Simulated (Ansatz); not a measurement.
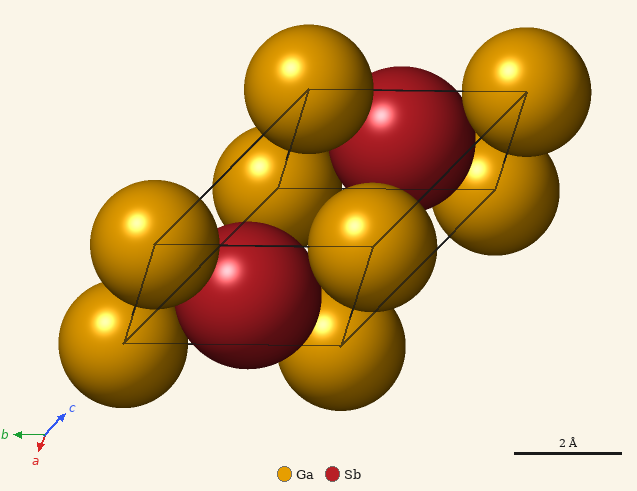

Shown here is a space-filling view of the crystal, taken from a general direction. The simulation cell is outlined; an atom on or near a face, edge or corner is repeated at each equivalent position.

The input file of the run:
```yaml
crystal:
  lattice:
    - [-1.6057051624, 2.5946308848, 2.8827850371]
    - [1.6057051624, -2.5946308848, 2.8827850371]
    - [1.6057051624, 2.5946308848, -2.8827850371]
  atoms:
    - { symbol: Ga, position: [0.0, 0.0, 0.0] }
    - { symbol: Sb, position: [0.5, 0.5, 0.0] }
basis:
  ecutwfc: 420
kpoints:
  mp_grid: { grid: [12, 12, 12] }
hamiltonian:
  xc: pbe
scf:
  occupations: { method: gaussian, width: 0.15 }
output:
  forces: true
  stress: true
  eigenvalues: true
  write_density: true
  write_potential: true
  elf: true
  volumetric_format: npy
```
Run as:
```sh
ansatz run input.yaml --threads 1 --pin off --max-ram 2560MiB --backend cpu --events-out ev --progress --plain --runs-dir out
```

Method used: Ansatz 0.2.0, DFT PBE, scalar-relativistic, plane waves, PAW. It ran with plane waves up to 420 eV, 12×12×12 k-points, Gaussian smearing of 0.15 eV, no spin polarisation.

### Classify it as metallic or gapped, with the value.

A metal: bands cross the Fermi level.

### What pressure does the calculation give for this cell?

The computed pressure is 0.1 GPa, close to zero.

Starting structure: a structure listed in the Materials Project. Earlier steps of the study may have refined or changed the cell and positions. It went into a calculation with Ansatz.
